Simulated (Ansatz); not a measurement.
Run report: KBr, band-structure calculation

KBr (I4/mmm, 2 atoms in the cell), computed with DFT, r2SCAN, plane waves, PAW, no spin polarisation (Ansatz 0.2.0).

The structure derives from an entry of the Crystallography Open Database. The geometry comes from this level: r2SCAN (a point of a series of strains). It belongs to a series of runs on one base structure; here: epitaxial_xy strain -4.3%.

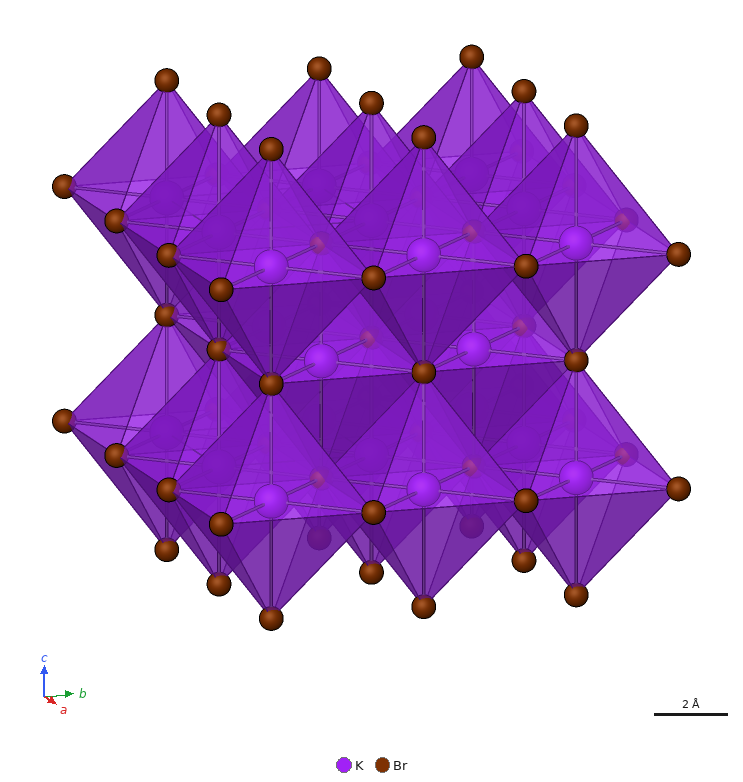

**Figure 1.** The structure (polyhedral view of the cell 2 times as large as that of the calculation, set on its symmetry axes, repeated 2 × 2 × 1, seen slightly off an axis; polyhedra are completed across the faces of the cell).

Results in brief:

| quantity | value |
| --- | --- |
| outcome | converged |
| space group (tolerance 0.01 Å) | I4/mmm (139) |
| electrons treated | 16 |
| free energy | −4339.2691 eV |
| Fermi energy | 1.219 eV |
| gap on the k-point mesh | 5.27 eV |
| pressure | 1.72 GPa |
| largest force (length of the vector) | under 0.001 eV/Å |
| hardware | 4 threads of Arm Neoverse N1, 16 GiB of memory available, shared host |
| wall time | 3 s (CPU time 11 s) |
| peak memory | 0.52 GiB |

Input file:
```yaml
crystal:
  lattice:
    - [0.0, 3.1601035756, 3.3377858742]
    - [3.1601035756, 0.0, 3.3377858742]
    - [3.1601035756, 3.1601035756, 0.0]
  atoms:
    - { symbol: K, position: [0.0, 0.0, 0.0] }
    - { symbol: Br, position: [0.5, 0.5, 0.5] }
kpoints:
  mp_grid: { grid: [6, 6, 6] }
  band_path:
    path:
      - [0.0, 0.0, 0.0]
      - [0.5, 0.0, 0.5]
      - [0.625, 0.25, 0.625]
      - [0.375, 0.375, 0.75]
      - [0.5, 0.5, 0.5]
      - [0.5, 0.25, 0.75]
    npoints: 1
hamiltonian:
  xc: r2scan
scf:
  occupations: { method: fixed }
  n_extra_bands: 4
output:
  forces: true
  stress: true
  eigenvalues: true
  write_density: true
  write_potential: true
  elf: true
  volumetric_format: npy
```

Run as:
```bash
ansatz run input.yaml --threads 4 --pin off --max-ram 3686MiB --backend cpu --events-out ev --progress --plain --runs-dir out
```

Output:
```
scf.n_extra_bands = 4 over 8 filled bands (N_el = 16.0): the run solves 12 bands
Engine: ansatz 0.2.0, aarch64-unknown-linux-gnu
Pseudopotentials: kind: paw
Pseudopotential: K, paw, valence charge 9, recommended cutoff 500 eV (meta_gga), K.paw.azcp
Pseudopotential: Br, paw, valence charge 7, recommended cutoff 500 eV (meta_gga), Br.paw.azcp
Functional definition: r2SCAN
  parameter k0 = 0.174
  parameter k1 = 0.065
  parameter a1 = 4.9479
  exchange = r2scan_x(k0 = k0, k1 = k1, a1 = a1)
  correlation = r2scan_c
Crystal: 2 atoms, lattice volume = 66.664 Å³
Basis set: ecut = 500 eV, 1721 PW (Γ), exchange–correlation on 144×144×144 points (64 copies of the dense FFT grid, shifted against one another)
Bands: 12, of which v1, the nominal top of the filled ones, is band 8 counted from 1 (7 counted from 0)
Symmetry: 16 space group operations
Space group: I4/mmm (ITA 139), of the structure as read, at distance tolerance 4.1e-5 Å
k-points: 30 of 216
Non-local potential: K, projectors of the file, l = 0: 3, l = 1: 2, l = 2: 2
Non-local potential: Br, projectors of the file, l = 0: 2, l = 1: 2, l = 2: 2
PAW form: soft (Blöchl's): semilocal exchange-correlation on the pseudo side does not see the compensation charge
PAW frozen core: K, regenerated for the run's functional (the file was generated under x = pbe(κ = 0.804, μ = 0.2195149727645171), c = pbe(β = 0.06672455060314922))
PAW frozen core: Br, regenerated for the run's functional (the file was generated under x = pbe(κ = 0.804, μ = 0.2195149727645171), c = pbe(β = 0.06672455060314922))
PAW one-centre angular grid: K, 302 points (default); XC on 160 Gauss nodes
PAW one-centre angular grid: Br, 302 points (default); XC on 160 Gauss nodes
Initial density: superposition of atomic densities (neutral atoms: chi_scale 0, normalization atom), corrected by the library's trained network
Initial wavefunctions: pseudopotential atomic-orbital guess
Functional: x = r2scan, c = r2scan; τ floored in thin density (d = 2e-4 eV/Å³)
SCF iter   1: F=—  HF=-4339.253989 eV  |F-HF|=—  |Δ(HF+E_count)|=         —  Δρ=2.56e-3  dr2=3.32e-3  dr2_τ=2.88e-3  ethr=1.77e-3  ⟨swp⟩=5.4  Hψ=1997  notcnv=0  defer=56
preconditioner: auto → none  [insulator: Δε(μ)=5.350 eV  Ē_g=15.827 eV  n_scr=14 (ndim 8)  ℏωp=17.0 eV  f_vac=0.049  ε∞_Penn≈2.2]
SCF iter   2: F=—  HF=-4339.268926 eV  |F-HF|=—  |Δ(HF+E_count)|=   1.49e-2  Δρ=1.09e-3  dr2=2.69e-4  dr2_τ=6.45e-5  ethr=2.08e-5  ⟨swp⟩=3.0  Hψ=946  notcnv=0  defer=60
SCF iter   3: F=—  HF=-4339.269030 eV  |F-HF|=—  |Δ(HF+E_count)|=   1.04e-4  Δρ=4.13e-4  dr2=3.82e-5  dr2_τ=5.12e-6  ethr=1.68e-6  ⟨swp⟩=2.5  Hψ=644  notcnv=0  defer=60
SCF iter   4: F=—  HF=-4339.269052 eV  |F-HF|=—  |Δ(HF+E_count)|=   2.17e-5  Δρ=5.86e-5  dr2=6.97e-7  dr2_τ=4.80e-7  ethr=2.39e-7  ⟨swp⟩=2.0  Hψ=552  notcnv=0  defer=55
iter 5 did not close the SCF: its close was put off for the readings that it lacked (scf_convergence_deferred on its scf_iter line)
SCF iter   5: F=-4339.269053 eV  HF=-4339.269053 eV  |F-HF|=2.07e-8  |Δ(HF+E_count)|=   1.19e-6  Δρ=5.96e-6  dr2=1.00e-8  dr2_τ=3.09e-9  ethr=4.36e-9  ⟨swp⟩=2.0  Hψ=584  notcnv=0  defer=57
SCF iter   6: F=-4339.269053 eV  HF=-4339.269053 eV  |F-HF|=2.27e-11  |Δ(HF+E_count)|=   2.35e-8  Δρ=4.42e-7  dr2=1.09e-10  dr2_τ=1.21e-11  ethr=6.27e-11  ⟨swp⟩=9.6  Hψ=3124  notcnv=0
SCF 1 converged in 6 iterations: F = -4339.269053 eV  dr2 = 1.09e-10
  greatest PAW one-centre occupation: 0.989 electrons in one spin orbital (limit 2), on the K atom at site 0 (counted from 0), in its partial waves of l = 0
```

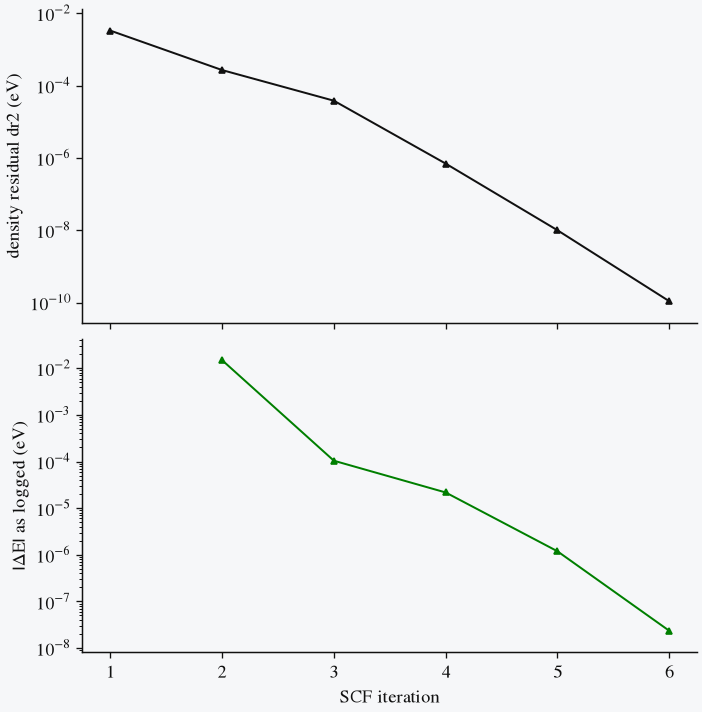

**Figure 2.** Convergence of the self-consistent field: density residual dr2 and size of the energy change against the SCF iteration. The residual falls at every step.

```
NSCF: frozen V_eff on 6 k-points
SCF converged after 6 iterations
Free energy (F): -4339.269053 eV
Harris-Foulkes:  -4339.269053 eV  (|F-HF|=2.27e-11)
Internal energy: -4339.269053 eV  (E = F + TS)
E sigma→0 (E₀):  -4339.269053 eV
Fermi energy:    1.218534 eV
--- Per-component energies (eV) ---
  E_band       = -135.303812
  E_kinetic    = 390.019060
  E_local      = -809.296296  (includes V_loc(G=0)·N_el)
  E_nonlocal   = 82.601671
  E_hartree    = 261.476428
  E_xc         = -386.192730
  E_vxc        = -302.820798  (∫ρ·V_xc dr)
  E_paw        = -3058.031875  (= ΣΔE_a)
  E_vpaw       = -35.755927  (= ΣTr[D̂ρ^β])
  E_aug_tail   = -0.000002  (compensation charges beyond the density's cutoff)
  E_vtau       = 16.995647  (kinetic-family band-sum trace: ∫τ·v_τ [+ j·A + Jᵃ·Aᵃ] dr)
  E_ewald      = -819.490930
  E_core_change = -0.354379  (= ΣΔE_core)
  E_smearing   = -0.000000  (= −TS)
  E_closure    = -0.000000  (closes the sum)
  Σ components = -4339.269053   (vs F -4339.269053, Δ=0.00e0)
--- Forces (eV/Å), atoms counted from 1 ---
  atom   1  K      0.00000000     0.00000000    -0.00000000
  atom   2  Br     0.00000000     0.00000000     0.00000000
  max |Σ_I F_I| component: 9.47e-30 eV/Å
--- Stress (GPa, compression-positive) ---
        2.564942       0.000000       0.000000
        0.000000       2.564942      -0.000000
        0.000000       0.000000       0.024124
  P = ⅓ Tr σ = 1.7180 GPa (17.180 kbar)
--- Band table (eV; the first three rows and the last of 30) ---
  k-point 0: bands = ["-27.4527", "-11.6204", "-10.1683", "-10.1678", "-10.1678", "1.1672", "1.2185", "1.2185", "6.4887", "9.2003", "9.5603", "9.5603"]
  k-point 1: bands = ["-27.4505", "-11.6776", "-10.1718", "-10.1670", "-10.0847", "0.7960", "1.0775", "1.1088", "7.1800", "9.2568", "9.7170", "9.9110"]
  k-point 2: bands = ["-27.4463", "-11.7776", "-10.1791", "-10.1654", "-9.9311", "0.1455", "0.8801", "0.9033", "8.1987", "9.7082", "10.6899", "10.8637"]
  k-point 29: bands = ["-27.4434", "-11.5057", "-10.2856", "-10.2083", "-10.2083", "0.2359", "0.9488", "0.9488", "7.5137", "9.5157", "11.4261", "11.5898"]
```

File bands.tsv:
```
# k_distance	band_0	band_1	band_2	band_3	band_4	band_5	band_6	band_7	band_8	band_9	band_10	band_11
# fermi_ev = 1.218534
# lock_threshold_ev = 1e-6
# [0, 0, 0] at k_distance = 0.000000
# [0.5, 0, 0.5] at k_distance = 0.994142
# [0.625, 0.25, 0.625] at k_distance = 1.336397
# [0.375, 0.375, 0.75] at k_distance = 1.939902
# [0.5, 0.5, 0.5] at k_distance = 2.527281
# [0.5, 0.25, 0.75] at k_distance = 3.211791
# levels_relative_to = fermi_ev
# free_energy_ev = -4339.269053
# largest_residual_norms_ev = 4.558e-4 1.326e-3 7.887e-4 7.867e-4 9.350e-4 2.679e-3 1.623e-3 1.743e-3 1.147e-3 1.173e-3 2.066e-3 2.088e-3
0.000000	-28.671205	-12.838936	-11.386810	-11.386307	-11.386307	-0.051332	0.000000	0.000000	5.270146	7.981813	8.341760	8.341760
0.994142	-28.659421	-12.708958	-11.514315	-11.450472	-11.429458	-0.881888	-0.364772	-0.354400	6.217376	8.297623	10.348068	10.627054
1.336397	-28.659893	-12.817080	-11.492477	-11.422526	-11.316715	-0.758168	-0.739579	-0.414515	7.052123	9.247027	9.295004	10.341449
1.939902	-28.661349	-12.859465	-11.482553	-11.409336	-11.267571	-0.849777	-0.738675	-0.362103	7.181338	9.247740	9.398668	10.190701
2.527281	-28.662649	-13.040807	-11.401245	-11.383084	-11.077331	-1.349774	-0.430587	-0.411890	7.264314	9.115606	10.695645	10.702020
3.211791	-28.660518	-12.851159	-11.470304	-11.466407	-11.238022	-0.721823	-0.668585	-0.628024	8.014913	8.124491	9.341599	10.098294
```

File rho_z.tsv:
```
# z_ang	rho[e/angstrom^3]
# format = ansatz-planar-average/11
# lattice	0.000000000	3.160103576	3.337785874
# lattice	3.160103576	0.000000000	3.337785874
# lattice	3.160103576	3.160103576	0.000000000
# sites	2
# site	19	0.000000000	0.000000000	0.000000000
# site	35	3.160103576	3.160103576	3.337785874
0.000000	4.021120e-1
0.124141	3.952781e-1
0.248281	3.743621e-1
0.372422	3.395087e-1
0.496562	2.939262e-1
0.620703	2.445373e-1
0.744844	1.998370e-1
0.868984	1.667561e-1
0.993125	1.488173e-1
1.117265	1.461338e-1
1.241406	1.562228e-1
1.365547	1.747546e-1
1.489687	1.963323e-1
1.613828	2.157369e-1
1.737968	2.295190e-1
1.862109	2.370062e-1
1.986249	2.398354e-1
2.110390	2.403760e-1
2.234531	2.403592e-1
2.358671	2.403760e-1
2.482812	2.398354e-1
2.606952	2.370062e-1
2.731093	2.295190e-1
2.855234	2.157369e-1
2.979374	1.963323e-1
3.103515	1.747546e-1
3.227655	1.562228e-1
3.351796	1.461338e-1
3.475937	1.488173e-1
3.600077	1.667561e-1
3.724218	1.998370e-1
3.848358	2.445373e-1
3.972499	2.939262e-1
4.096640	3.395087e-1
4.220780	3.743621e-1
4.344921	3.952781e-1
```

File v_z.tsv:
```
# z_ang	v_es[eV]	v_tot[eV]
# format = ansatz-planar-average/11
# xc	r2scan
# density_cutoff_ev	2000
# datasets	K=:simpson_from_first_knot:soft:shift=0	Br=:simpson_from_first_knot:soft:shift=0
# lattice	0.000000000	3.160103576	3.337785874
# lattice	3.160103576	0.000000000	3.337785874
# lattice	3.160103576	3.160103576	0.000000000
# sites	2
# site	19	0.000000000	0.000000000	0.000000000
# site	35	3.160103576	3.160103576	3.337785874
0.000000	4.520777e-1	-7.711687e0
0.124141	5.537190e-1	-7.632312e0
0.248281	8.547362e-1	-7.333957e0
0.372422	1.340217e0	-6.778435e0
0.496562	1.980386e0	-6.014931e0
0.620703	2.720673e0	-5.123610e0
0.744844	3.477822e0	-4.237188e0
0.868984	4.147137e0	-3.463961e0
0.993125	4.639825e0	-2.888412e0
1.117265	4.845195e0	-2.680138e0
1.241406	4.631410e0	-2.966922e0
1.365547	3.971437e0	-3.776146e0
1.489687	2.977356e0	-5.063566e0
1.613828	1.840247e0	-6.591050e0
1.737968	7.489060e-1	-8.081856e0
1.862109	-1.678151e-1	-9.406000e0
1.986249	-8.454267e-1	-1.045938e1
2.110390	-1.258213e0	-1.113100e1
2.234531	-1.396733e0	-1.136101e1
2.358671	-1.258213e0	-1.113100e1
2.482812	-8.454267e-1	-1.045938e1
2.606952	-1.678151e-1	-9.406000e0
2.731093	7.489060e-1	-8.081856e0
2.855234	1.840247e0	-6.591050e0
2.979374	2.977356e0	-5.063566e0
3.103515	3.971437e0	-3.776146e0
3.227655	4.631410e0	-2.966922e0
3.351796	4.845195e0	-2.680138e0
3.475937	4.639825e0	-2.888412e0
3.600077	4.147137e0	-3.463961e0
3.724218	3.477822e0	-4.237188e0
3.848358	2.720673e0	-5.123610e0
3.972499	1.980386e0	-6.014931e0
4.096640	1.340217e0	-6.778435e0
4.220780	8.547362e-1	-7.333957e0
4.344921	5.537190e-1	-7.632312e0
```

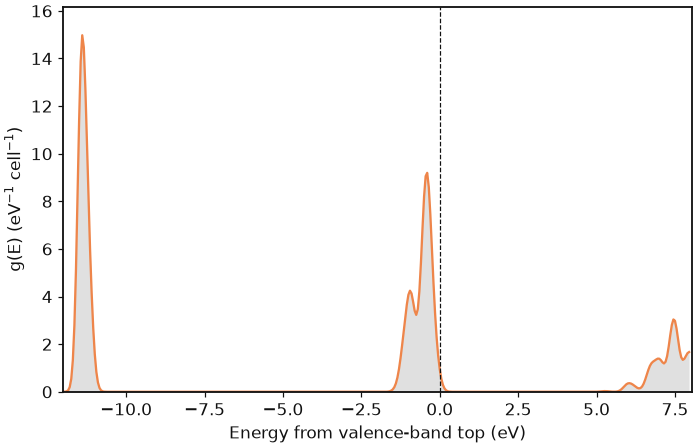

**Figure 3.** Density of states (the curve is built from the levels of the k mesh with Gaussians 0.3 eV wide, which also blur the band edges), with energies from the valence-band top. There is a gap of 5.27 eV on the k-point mesh. Small ripples come from the finite k-point mesh.

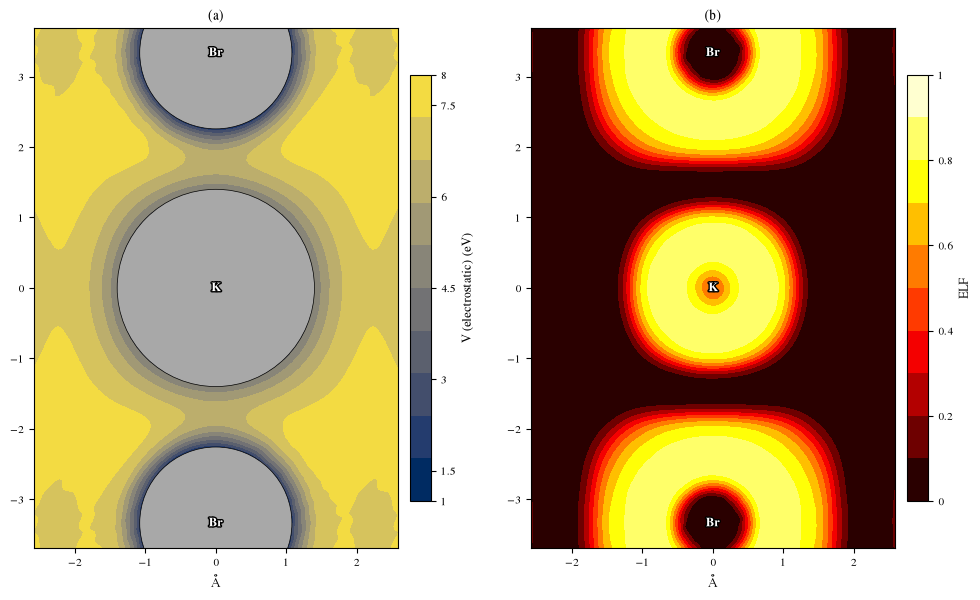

**Figure 4.** (a) electrostatic potential energy of an electron; (b) ELF on the (100) plane of the conventional cell. Grey discs, where drawn, cover atomic cores. The plane passes through K and Br nuclei. The strong features right at K lie inside the PAW spheres (semicore, d or f shells) and say nothing about bonding. Outside the cores the potential energy rises away from the atoms and is highest about 1.9 Å from the nearest atoms; outside the discs it spans about 6 eV, and its zero is arbitrary. Core electrons are frozen (PAW), so the fields are smoothed inside the atomic spheres.

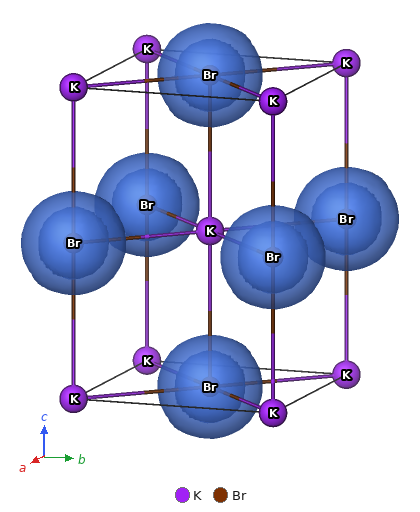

**Figure 5.** Isosurface of the ELF at 0.85 (blue), seen slightly off an axis. Only the valence region is drawn (cores and ρ < 0.01 e/Å³ removed). Sticks mark near contacts. The outline is the cell set on symmetry axes. Along the contacts the grid gives the following. K–Br (3.16 Å): the ELF peaks at about 0.90 in the valence shell of Br, 0.9 Å from its nucleus, and drops to about 0.05 between the two atoms, which marks ionic bonding with no shared pair.
